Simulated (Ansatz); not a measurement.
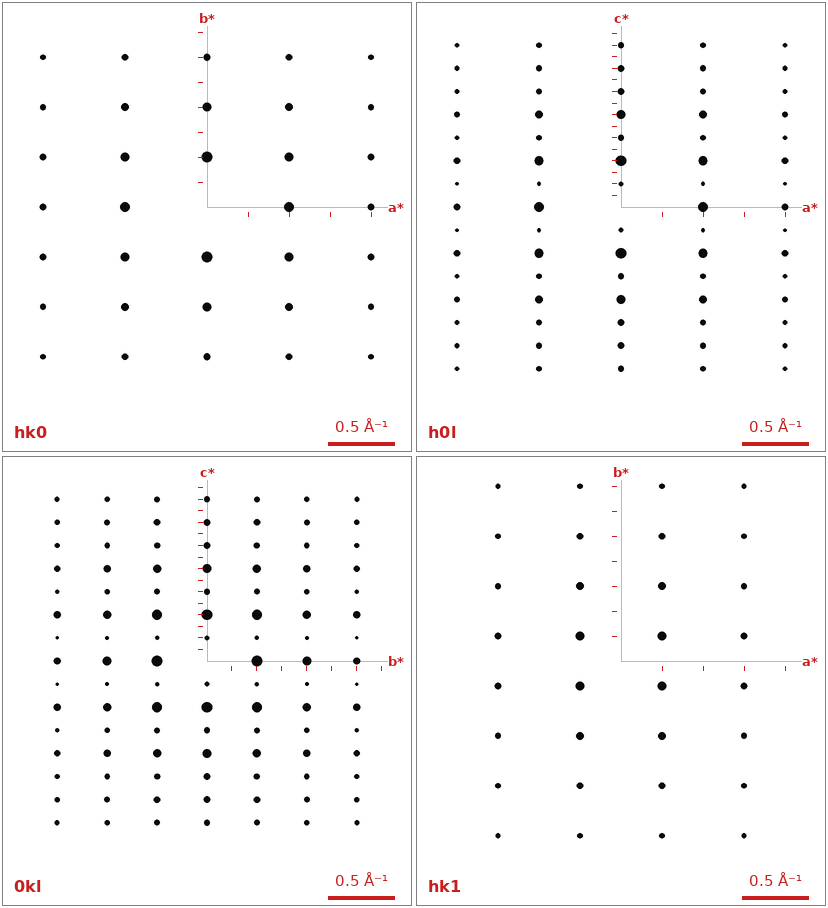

Simulated precession-type sections (X-rays; kinematic intensities, B = 0.5 Å²). The ticks mark integer indices of the conventional cell.

The compound is Mg. Structure: the geometry relaxed with DFT r2SCAN, scalar-relativistic, plane waves, PAW (Ansatz 0.2.0); the starting structure was generated, so it need not be a known form of this composition.

What cell do the layers give?

a* = 0.312, b* = 0.190, c* = 0.088 Å⁻¹; the cell is orthorhombic with a = 3.20 Å, b = 5.26 Å, c = 11.36 Å.

List the systematic absences.

Reflections are present only under these conditions. hkl: h + k = 2n, h + l = 2n; hk0: h = 2n, k = 2n; h0l: h = 2n, l = 2n; 0kl: k = 2n, l = 2n; h00: h = 2n; 0k0: k = 2n; 00l: l = 2n. The lattice is face-centred (F).

Which space groups fit?

The intensities have Laue symmetry mmm (the hk0 layer shows 2mm, hk1 shows 2mm). With these conditions the candidates are F222 (No. 22), Fmm2 (No. 42), Fmmm (No. 69). Diffraction geometry alone does not choose among them; the structure has Fmmm.
